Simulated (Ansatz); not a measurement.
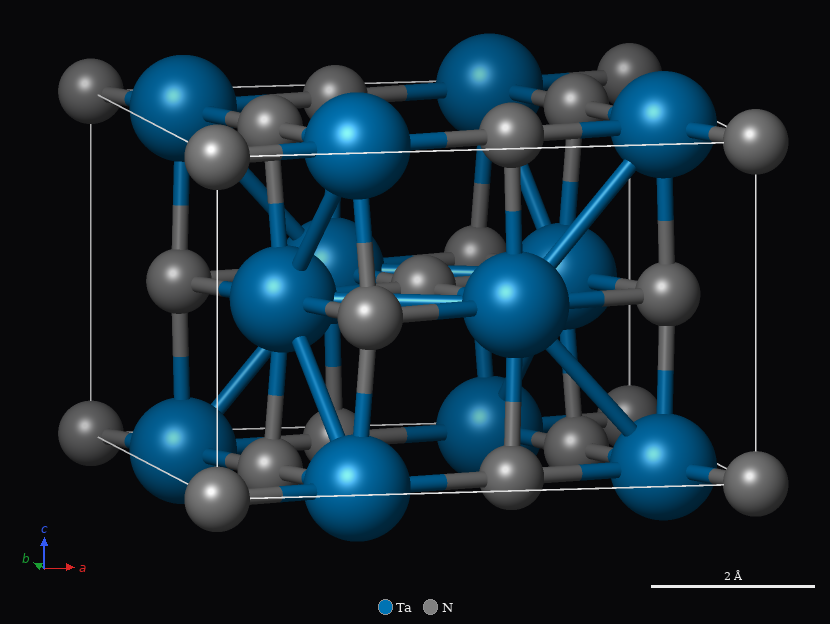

We look at a ball-and-stick model of the crystal slightly off an axis. One conventional unit cell is framed, with atoms on its boundary repeated. Cell: a = 6.83 Å, b = 6.83 Å, c = 4.25 Å, α = 90.00°, β = 90.00°, γ = 90.00°.

Provenance: a structure listed in the Materials Project. Earlier steps of the study, as a rule a relaxation of our own, may have changed the cell and positions, so they can lie some per cent off the listed ones. It went into a calculation with Ansatz.

### What is this?

Formula: Ta4N5. Space group: I4/m (No. 87). Lattice: body-centred tetragonal. The cell comprises 2 formula units: 8 Ta, 10 N. The numbers of neighbours within bonding distance are Ta 10 and N 4 to 5 (mean 4.8). Not all metal-metal contacts are counted.

Run with DFT PBEsol, scalar-relativistic, plane waves, PAW (Ansatz) and these settings: a cutoff energy of 420 eV, k-points about 0.17 Å⁻¹ apart, Gaussian smearing of 0.1 eV, no spin polarisation.

### Metal or not?

A metal: bands cross the Fermi level.

### How are the electrons shared out in a Bader analysis?

Ta +2.07 e; N -1.68 to -1.58 e.

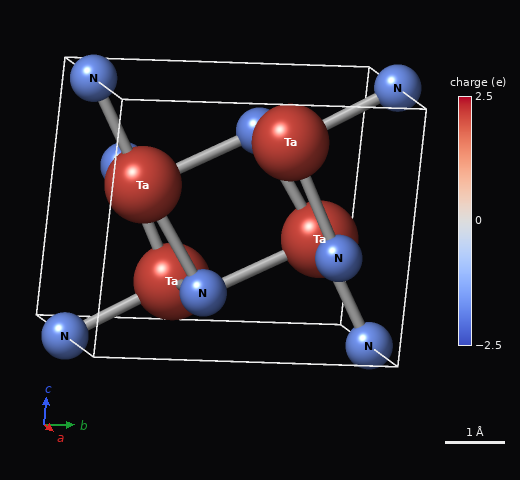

The atoms coloured by those charges. The run's cell of 9 atoms is drawn in a reduced setting, so axes and origin can differ from the first picture.

### Does this geometry sit at a stationary point of the energy?

Yes. All forces vanish to within 0.01 eV/Å. The pressure is 0.0 GPa, close to zero.
